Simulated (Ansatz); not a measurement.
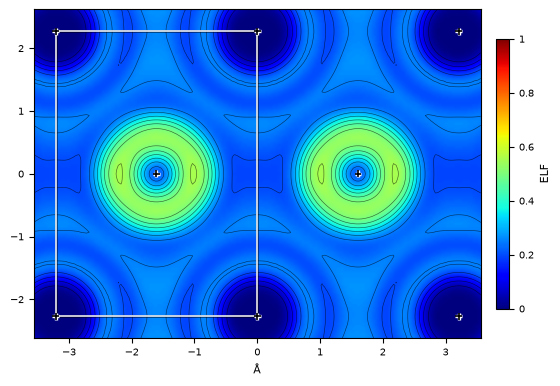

The ELF on a plane through atoms (crosses mark nuclei in the plane).

Method: Kohn-Sham DFT of a periodic cell, PBEsol, Ansatz PAW (Ansatz 0.2.0).

Candidates:
A. Cu, a = 3.53 Å, b = 3.53 Å, c = 3.53 Å, α = 90.00°, β = 90.00°, γ = 90.00°. Space group Fm-3m; computed pressure about 5 GPa in this cell.
B. InPd, a = 3.21 Å, b = 3.21 Å, c = 3.21 Å, α = 90.00°, β = 90.00°, γ = 90.00°. Space group Pm-3m; a structure from a database of computed crystals, not necessarily the ambient phase; computed pressure about 5 GPa in this cell.
C. AlAu₂, a = 3.32 Å, b = 3.32 Å, c = 8.74 Å, α = 90.00°, β = 90.00°, γ = 90.00°. Space group I4/mmm; a structure from a database of computed crystals, not necessarily the ambient phase.

> Which candidate gave the map?

Candidate B: InPd on the (011̄) plane of the conventional cell, which holds In and Pd. In–Pd (2.78 Å): the ELF is about 0.25 at the midpoint (no localised pair shows between them).
